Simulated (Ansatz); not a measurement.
# Geometry relaxation, with input and output: WSi6 (part 3 of 3)

WSi6 (slab, 7 atoms in the cell); DFT PBEsol, scalar-relativistic, plane waves, PAW, spin-polarised (Ansatz 0.2.0); cutoff 420 eV, 9×9×1 k-mesh, Gaussian smearing of 0.05 eV, collinear spins. The structure derives from a Materials Project entry. The input holds or restrains some coordinates. Forces given for the steps count only the free coordinates. It belongs to a series of runs on one base structure; here: W over the place (0/6, 0/6) of the surface cell, its height relaxed.

Geometry of the input (Å; fractional positions):
```
3.8249  0.0000  0.0000
-1.9124  3.3125  0.0000
0.0000  0.0000  26.1211
Si 0.6667  0.3333  0.3254
Si 0.3333  0.6667  0.3559
Si 0.3333  0.6667  0.4465
Si 0.6667  0.3333  0.4756
Si 0.6667  0.3333  0.5673
Si 0.3333  0.6667  0.5929
W  0.3333  0.6667  0.6978
```

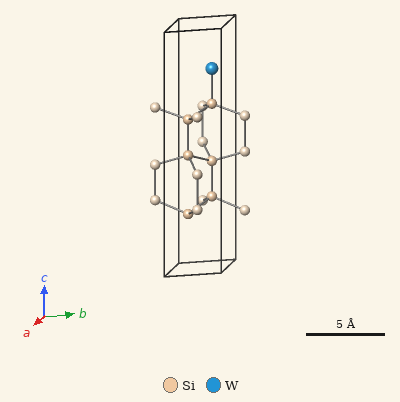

Figure 1. The geometry at step 3 of the log (ball-and-stick view of the cell of the calculation, with the vacuum cut short, seen slightly off an axis; neighbours outside the cell are drawn fainter).

```
WARN: The output density's exchange-correlation potential varies sharply where the density is thin. Do not read a vacuum level from v_tot or v_xc, or from such a field of the output density. On a cell that repeats whose density bears no net charge and no dipole along the vacuum's axis use v_es (v_loc + v_h of the components); under efield.dipole_correction with no amplitude use v_es + v_field, which holds any external_charges[].barrier, or the levels of the report's work_function block, which leave it out; under a non-zero efield.amplitude the vacuum is tilted and has no level; on a cell that repeats and bears such a dipole with no correction it is tilted too, and efield.dipole_correction with no amplitude gives each side of its ramp a level where efield: is served; in a cell that repeats whose density bears a net charge (total_charge, or a fill off its count) it is curved and has none; of a slab under crystal.periodic whose density bears no net charge use v_es, which has a level on each side, short of where the two are joined; of another it falls or rises all the way out and has none; of a slab beside external_charges read slab_vacuum_level instead, which it has where they leave it neutral. The grid or the basis barely resolves most such structure, and the values can differ between equally converged runs; as a rule a tighter scf.convergence.dr2_threshold does not remove it. Where the density itself ripples (under the LDA too) a higher basis.ecutwfc lessens it. The files hold the spikes' plane waves up to the density's cutoff. Files: v_tot_of_output_density and the like, and their columns of v_z.tsv (output.write_potential); v_xc_of_output_density and the like, and their columns of v_comp_z.tsv (output.write_potential_components). Measured: with its Gaussian average of σ = 0.25 Å subtracted twice, the exchange-correlation potential is over 0.1 eV at 111 of the grid points where the equally averaged density (valence and model cores) is under 1e-3 e/Å³, and 0.420 eV at the most among them, at an averaged density of 6.5e-9 e/Å³. The input density's (outcome.potential() and, of a run that writes arrays, v_tot and v_xc) is over 0.1 eV, so measured, at 268 points of its own thin density, 1.21 eV at the most. See output.write_potential in the manual, Limitations
SCF converged after 6 iterations
Magnetization: 4.0235 μB (21.0118 up, 16.9882 down)
Absolute magnetization: 4.1202 μB (∫|ρ↑−ρ↓|, with the PAW one-centre terms)
Spin contamination: 0.0506 ħ² per cell (⟨S²⟩ above its minimum at these occupations)
Per-site moments (μB) at R_I (Å): [(0.21780472370876125, 0.9684117030006761), (0.034610030855058135, 0.9684117030006761), (0.05044730254484833, 0.9636467156920722), (0.02874194143747468, 0.9636467156920722), (0.05112676227760288, 0.9519986776602718), (-0.02148315246283105, 0.9519986776602718), (1.6881443322380814, 1.0014668184731164)]
Free energy (F): -13977.430507 eV
Harris-Foulkes:  -13977.430507 eV  (|F-HF|=7.13e-10)
Internal energy: -13977.426985 eV  (E = F + TS)
E sigma→0 (E₀):  -13977.428746 eV
Entropy (-TS):   -0.003522 eV (-0.503 meV/atom)
Fermi energy:    0.905616 eV
Dipole field:    D = 0.032418 V/Å  (p = 0.059290 e·Å, saw-weighted, corrected)
Work function:   Φ+ = 3.7920 eV   Φ− = 4.6388 eV
Levels:          The Fermi level and band energies are counted from a zero that moves with the ramp; work functions are not
--- Per-component energies (eV) ---
  E_band       = -473.269690
  E_kinetic    = 682.188669
  E_local      = -14549.856110  (includes V_loc(G=0)·N_el)
  E_nonlocal   = 165.253341
  E_hartree    = 6941.042183
  E_xc         = -585.341467
  E_vxc        = -509.161839  (∫ρ·V_xc dr)
  E_paw        = -11430.426685  (= ΣΔE_a)
  E_vpaw       = -142.745389  (= ΣTr[D̂ρ^β])
  E_aug_tail   = -0.000025  (compensation charges beyond the density's cutoff)
  E_efield     = 0.000961  (sawtooth field / dipole correction)
  E_vefield    = -1.027157  (∫n·V_field dr)
  E_ewald      = 4799.300990
  E_core_change = 0.411156  (= ΣΔE_core)
  E_smearing   = -0.003522  (= −TS)
  E_closure    = 0.000000  (closes the sum)
  Σ components = -13977.430507   (vs F -13977.430507, Δ=0.00e0)
--- Forces (eV/Å), atoms counted from 1 ---
  atom   1  Si    -0.00000000    -0.00000000     0.44203299
  atom   2  Si    -0.00000000     0.00000000    -0.64635318
  atom   3  Si     0.00000000     0.00000000    -0.02416209
  atom   4  Si     0.00000000    -0.00000000     0.18681015
  atom   5  Si    -0.00000000    -0.00000000    -0.64844974
  atom   6  Si     0.00000000     0.00000000     0.69154569
  atom   7  W      0.00000000     0.00000000    -0.00142232
  max |Σ_I F_I| component: 1.50e-6 eV/Å
--- Band table (eV; the first three rows and the last of 24) ---
  k-point 0 ↑: bands = ["-73.6567", "-38.0444", "-38.0444", "-37.9160", "-11.0421", "-10.2987", "-9.3496", "-5.4950", "-3.9295", "-2.5228", "-0.9392", "-0.5910", "-0.5910", "-0.1071", "-0.1071", "0.1016", "0.1016", "0.4757", "0.5766", "0.5766", "1.0786", "1.0786", "1.4874", "2.1918", "3.1979", "3.3558", "3.3558", "3.9519"]
  k-point 1 ↑: bands = ["-73.6566", "-38.0480", "-38.0454", "-37.9156", "-10.8973", "-10.1542", "-9.2032", "-5.4091", "-3.8163", "-2.4536", "-1.5406", "-1.1474", "-0.8744", "-0.8351", "-0.3447", "-0.1851", "0.0073", "0.2297", "0.3208", "0.3555", "0.9005", "0.9578", "1.6152", "2.6810", "3.4737", "3.6946", "3.8282", "4.2333"]
  k-point 2 ↑: bands = ["-73.6563", "-38.0572", "-38.0478", "-37.9146", "-10.4702", "-9.7281", "-8.7704", "-5.2933", "-3.7734", "-3.1494", "-2.4801", "-2.2703", "-1.6468", "-1.3243", "-0.8153", "-0.6274", "-0.1737", "-0.1056", "-0.0271", "0.5651", "0.7730", "0.7909", "1.7565", "2.3974", "2.9384", "3.7762", "4.6302", "4.7177"]
  k-point 11 ↓: bands = ["-72.6622", "-36.7171", "-36.7171", "-36.5756", "-7.8644", "-7.7918", "-6.9710", "-6.4084", "-5.8418", "-5.7859", "-4.0256", "-3.3749", "-2.6049", "-1.9039", "-1.8474", "-0.8309", "1.0084", "1.1277", "1.3605", "1.4943", "1.8880", "2.9412", "3.0951", "3.6846", "4.6119", "4.8278", "4.8676", "6.0497"]
--- Relaxed structure (5 steps of the walk, 5 accepted, 0 SCFs on fresh bases) ---
  F+E_penalty+E_count = -13977.43050669 eV   max|allowed force component| = 1.422e-3 eV/Å
  atoms:
    - { symbol: Si, position: [0.6666666666666669, 0.33333333333333326, 0.325407034] }
    - { symbol: Si, position: [0.33333333333333337, 0.6666666666666667, 0.3559122531000001] }
    - { symbol: Si, position: [0.33333333333333337, 0.6666666666666667, 0.44646421] }
    - { symbol: Si, position: [0.6666666666666669, 0.33333333333333326, 0.47564078630000006] }
    - { symbol: Si, position: [0.6666666666666669, 0.33333333333333326, 0.5672640819] }
    - { symbol: Si, position: [0.33333333333333337, 0.6666666666666667, 0.5929366410000001] }
    - { symbol: W, position: [0.33333333333333337, 0.6666666666666667, 0.6858804833157567] }
--- Löwdin populations: 7 sites ---
  site symbol       q [e]    m [muB]
     0     Si      3.9353     0.7054
     1     Si      3.9778     0.0148
     2     Si      3.9490     0.1139
     3     Si      3.9604     0.0608
     4     Si      3.9773     0.1196
     5     Si      3.9933    -0.1040
     6      W     13.8147     3.0160
  spilling = 0.010321 (of n_electrons = 38.000000)
```

File populations.tsv:
```
# site	symbol	l	j	q_up	q_dn
# orbitals = lowdin
# n_electrons = 38.000000
# spilling = 0.010321
0	Si	0_3S	-	0.708656	0.620142
0	Si	1_3P	-	1.611656	0.994805
1	Si	0_3S	-	0.595350	0.595048
1	Si	1_3P	-	1.400952	1.386493
2	Si	0_3S	-	0.609344	0.589112
2	Si	1_3P	-	1.422095	1.328464
3	Si	0_3S	-	0.604647	0.593314
3	Si	1_3P	-	1.405978	1.356483
4	Si	0_3S	-	0.609263	0.578636
4	Si	1_3P	-	1.439155	1.350198
5	Si	0_3S	-	0.594756	0.606902
5	Si	1_3P	-	1.349910	1.441760
6	W	0_5S	-	0.992840	0.993025
6	W	0_6S	-	0.600615	0.512317
6	W	1_5P	-	2.993125	2.993413
6	W	2_5D	-	3.828760	0.900595
```

Trajectory as extended XYZ (Å, eV, eV/Å), 5 frames, from step=1 to step=5:
```
7
Lattice="3.8249 0.0000 0.0000 -1.9124 3.3125 0.0000 0.0000 0.0000 26.1211" Properties=species:S:1:pos:R:3:forces:R:3 step=1 energy=-13977.13525
Si    1.9124    1.1041    8.5000    0.0000   0.0000   0.3938
Si    0.0000    2.2083    9.2968    0.0000   0.0000  -0.6015
Si    0.0000    2.2083   11.6622    0.0000   0.0000  -0.0183
Si    1.9124    1.1041   12.4243    0.0000   0.0000   0.1976
Si    1.9124    1.1041   14.8176    0.0000   0.0000  -0.5046
Si    0.0000    2.2083   15.4882    0.0000   0.0000   2.0250
W     0.0000    2.2083   18.2282    0.0000   0.0000  -1.4917
7
Lattice="3.8249 0.0000 0.0000 -1.9124 3.3125 0.0000 0.0000 0.0000 26.1211" Properties=species:S:1:pos:R:3:forces:R:3 step=2 energy=-13977.37591
Si    1.9124    1.1041    8.5000    0.0000   0.0000   0.4275
Si    0.0000    2.2083    9.2968    0.0000   0.0000  -0.6345
Si    0.0000    2.2083   11.6622    0.0000   0.0000  -0.0217
Si    1.9124    1.1041   12.4243    0.0000   0.0000   0.1964
Si    1.9124    1.1041   14.8176    0.0000   0.0000  -0.6010
Si    0.0000    2.2083   15.4882    0.0000   0.0000   1.4914
W     0.0000    2.2083   18.0332    0.0000   0.0000  -0.8559
7
Lattice="3.8249 0.0000 0.0000 -1.9124 3.3125 0.0000 0.0000 0.0000 26.1211" Properties=species:S:1:pos:R:3:forces:R:3 step=3 energy=-13977.39953
Si    1.9124    1.1041    8.5000    0.0000   0.0000   0.4650
Si    0.0000    2.2083    9.2968    0.0000   0.0000  -0.6600
Si    0.0000    2.2083   11.6622    0.0000   0.0000  -0.0259
Si    1.9124    1.1041   12.4243    0.0000   0.0000   0.1643
Si    1.9124    1.1041   14.8176    0.0000   0.0000  -0.6692
Si    0.0000    2.2083   15.4882    0.0000   0.0000  -0.1121
W     0.0000    2.2083   17.8382    0.0000   0.0000   0.8386
7
Lattice="3.8249 0.0000 0.0000 -1.9124 3.3125 0.0000 0.0000 0.0000 26.1211" Properties=species:S:1:pos:R:3:forces:R:3 step=4 energy=-13977.43016
Si    1.9124    1.1041    8.5000    0.0000   0.0000   0.4415
Si    0.0000    2.2083    9.2968    0.0000   0.0000  -0.6465
Si    0.0000    2.2083   11.6622    0.0000   0.0000  -0.0232
Si    1.9124    1.1041   12.4243    0.0000   0.0000   0.1882
Si    1.9124    1.1041   14.8176    0.0000   0.0000  -0.6457
Si    0.0000    2.2083   15.4882    0.0000   0.0000   0.7601
W     0.0000    2.2083   17.9239    0.0000   0.0000  -0.0737
7
Lattice="3.8249 0.0000 0.0000 -1.9124 3.3125 0.0000 0.0000 0.0000 26.1211" Properties=species:S:1:pos:R:3:forces:R:3 step=5 energy=-13977.43051
Si    1.9124    1.1041    8.5000    0.0000   0.0000   0.4420
Si    0.0000    2.2083    9.2968    0.0000   0.0000  -0.6464
Si    0.0000    2.2083   11.6622    0.0000   0.0000  -0.0242
Si    1.9124    1.1041   12.4243    0.0000   0.0000   0.1868
Si    1.9124    1.1041   14.8176    0.0000   0.0000  -0.6484
Si    0.0000    2.2083   15.4882    0.0000   0.0000   0.6915
W     0.0000    2.2083   17.9160    0.0000   0.0000  -0.0014
```

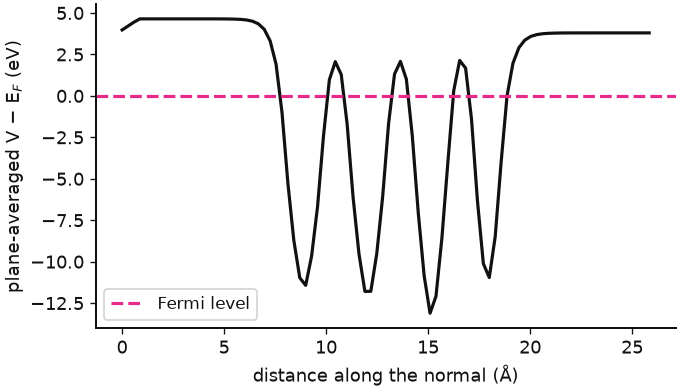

Figure 2. Plane average of the electrostatic potential energy of an electron across the cell, from the Fermi level. The vacuum level lies 3.79 eV above the Fermi level on the upper side and 4.64 eV on the lower.

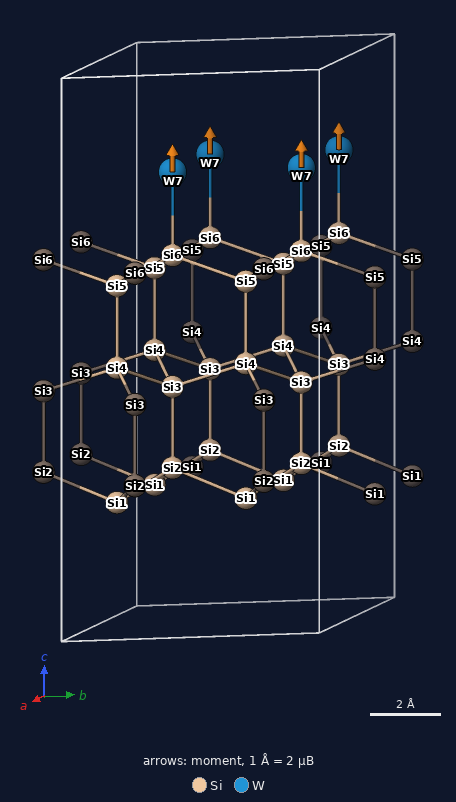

Figure 3. Magnetic moments of the sites as orange arrows (ball-and-stick view of the 2 × 2 repeat of the cell, with the vacuum cut short, seen slightly off an axis; neighbours outside the cell are drawn fainter; atoms are numbered from 1 in the order of the input); small moments hardly show. The run is collinear, so the axis drawn is arbitrary. Site moments: W7 (1.69 μB); Si1 (0.22 μB); Si3, Si5 (0.05 μB). They are counted near the atoms and needn't add up to the moment of the cell.

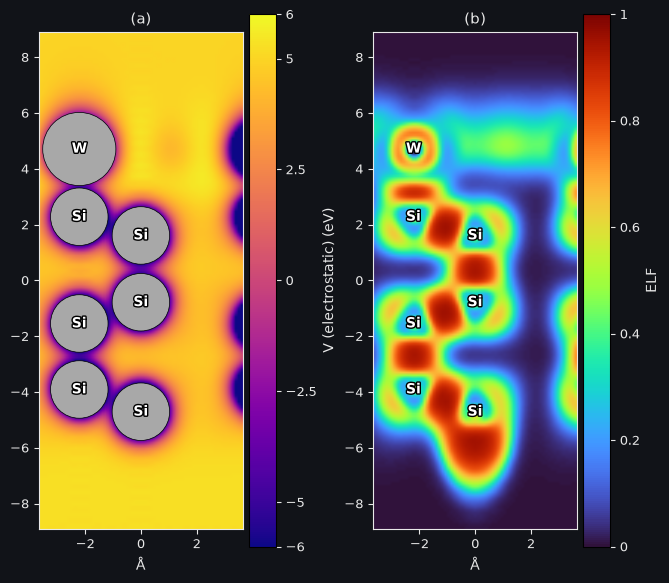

Figure 4. (a) electrostatic potential (local pseudopotential plus Hartree) felt by an electron; (b) electron localisation function on the (110) plane of the calculation cell, a cut from vacuum to vacuum. Grey discs, where drawn, cover atomic cores. Atoms in the plane: Si and W. Si–W (2.43 Å): the ELF is about 0.70 at the midpoint. Si–Si (2.37 Å): the ELF peaks at about 0.95 between the atoms, which marks localised, shared-pair bonding. The strong features right at W lie inside the PAW spheres (semicore, d or f shells) and say nothing about bonding. Core electrons are frozen (PAW), so the fields are smoothed inside the atomic spheres.

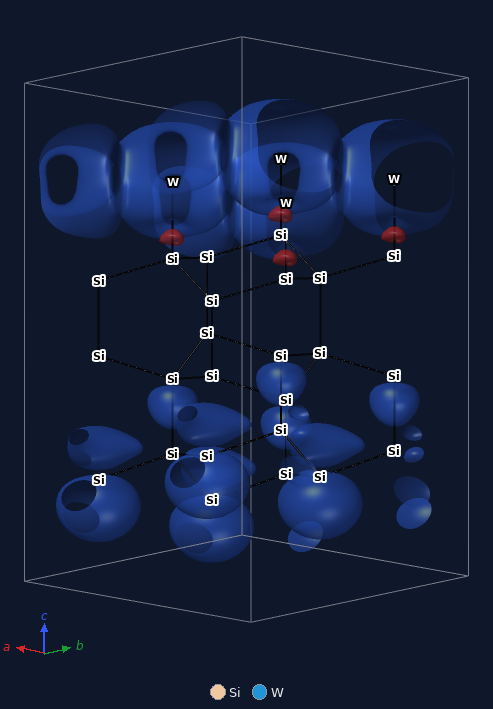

Figure 5. Isosurfaces of the magnetisation density (up minus down) at +0.02 (blue) and −0.02 e/Å³ (red), seen at an oblique angle. Sticks mark near contacts. The spin density sits on W: +1.7 μB in one cell of 7 atoms: a single local moment. The cell of the calculation (7 atoms) carries 4.0 μB net.

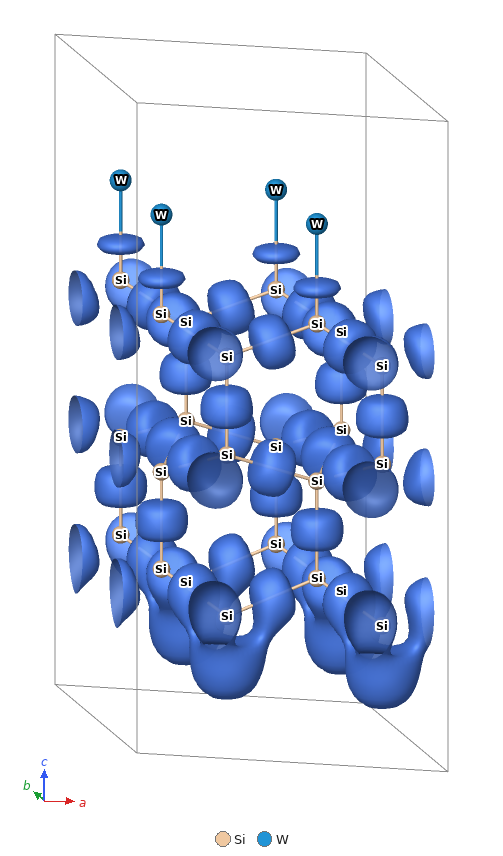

Figure 6. Isosurface of the electron localisation function at 0.8 (blue), seen slightly off an axis. Core shells and regions of very low density are left out. Sticks mark near contacts. Along the contacts the grid gives the following. Si–Si (2.31 Å): the ELF peaks at about 0.95 between the atoms (a shared electron pair). Si–W (2.43 Å): the ELF is about 0.70 at the midpoint.

Results in brief:

```csv
quantity,value
outcome,converged under the restraints of the input
electrons treated,38
free energy,−13977.4305 eV
"work function, top face",3.79 eV
"work function, bottom face",4.64 eV
Fermi energy,0.906 eV
gap on the k-point mesh,none (metallic)
net moment of the cell,4.02 μB
integrated absolute moment,4.12 μB
final volume,330.95 Å³
work function (upper face),3.79 eV
"largest force (length of the vector) at the end, held atoms and coordinates included",0.692 eV/Å
hardware,"1 thread of Arm Neoverse V2, 24 GiB of memory available, shared host"
wall time,2 min
peak memory,0.65 GiB
```

Remarks:

The program warns: the exchange-correlation potential is rough where the density is thin. Spin–orbit coupling is left out, which matters for W.
